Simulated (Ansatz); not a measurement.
The calculation's input:

```
crystal:
  lattice:
    - [0.0, 2.51619255, 2.454822]
    - [2.51619255, 0.0, 2.454822]
    - [2.51619255, 2.51619255, 0.0]
  atoms:
    - { symbol: Hf, position: [0.0, 0.0, 0.0] }
    - { symbol: "N", position: [0.75, 0.75, 0.75] }
basis:
  ecutwfc: 420
kpoints:
  mp_grid: { grid: [16, 16, 16] }
hamiltonian:
  xc: lda
scf:
  occupations: { method: gaussian, width: 0.15 }
output:
  forces: true
  stress: true
  eigenvalues: true
  write_density: true
  write_potential: true
  elf: true
  volumetric_format: npy
```

Launched as:

```sh
ansatz run input.yaml --threads 1 --pin off --max-ram 2560MiB --backend cpu --events-out ev --progress --plain --runs-dir out
```

Below, planes, directions and counts refer to the conventional cell (a = 3.56 Å, b = 3.56 Å, c = 4.91 Å, α = 90.00°, β = 90.00°, γ = 90.00°).

Space group I-4m2; a structure from a database of computed crystals, not necessarily the ambient phase; changed on purpose from its base cell (strain +0.025 along x and y, +0.000 along z, atoms carried along); computed pressure about −17 GPa in this cell; computed without spin polarisation.

Theory: Ansatz 0.2.0, DFT LDA, scalar-relativistic, plane waves, PAW.

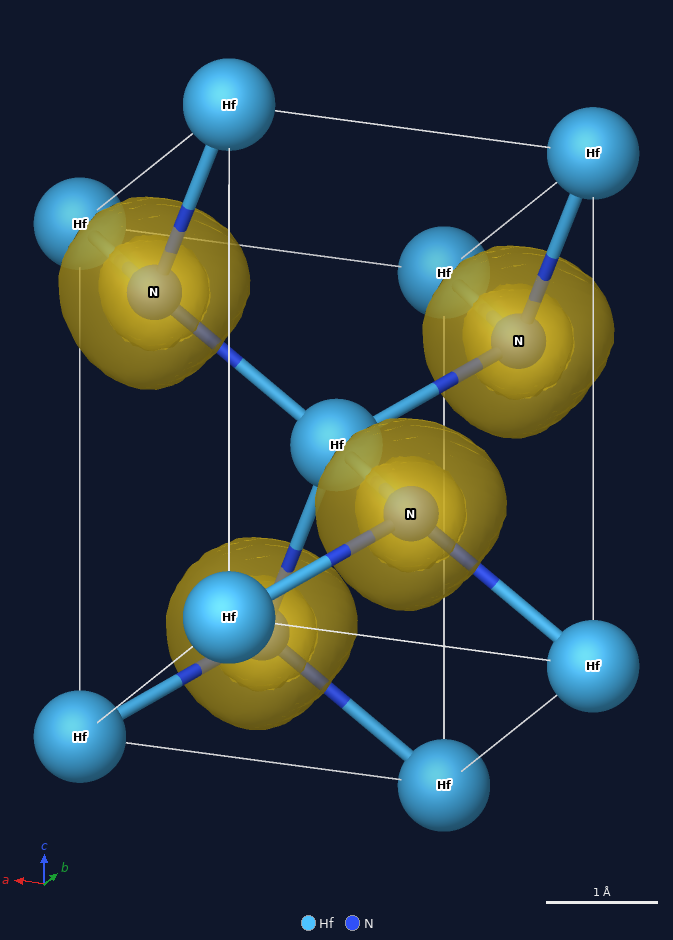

HfN. Isosurface of the electron localisation function at 0.75 (yellow), seen at an oblique angle. Only the valence region is drawn (cores and ρ < 0.01 e/Å³ removed). Sticks mark near contacts.

Core electrons are frozen (PAW), and the valence fields are smoothed inside the atomic spheres.

What do the ELF domains correspond to?

At this value the surface marks out two regions wrapped around N (the valence shell of each), counted in one cell of 4 atoms. Any copies at cell faces, edges or corners count once.

Values along the shortest contacts:
Hf–N (2.16 Å): the ELF peaks at about 0.80 in the valence shell of N, 0.6 Å from its nucleus, and drops to about 0.20 between the two atoms: no shared electron pair shows on this line.
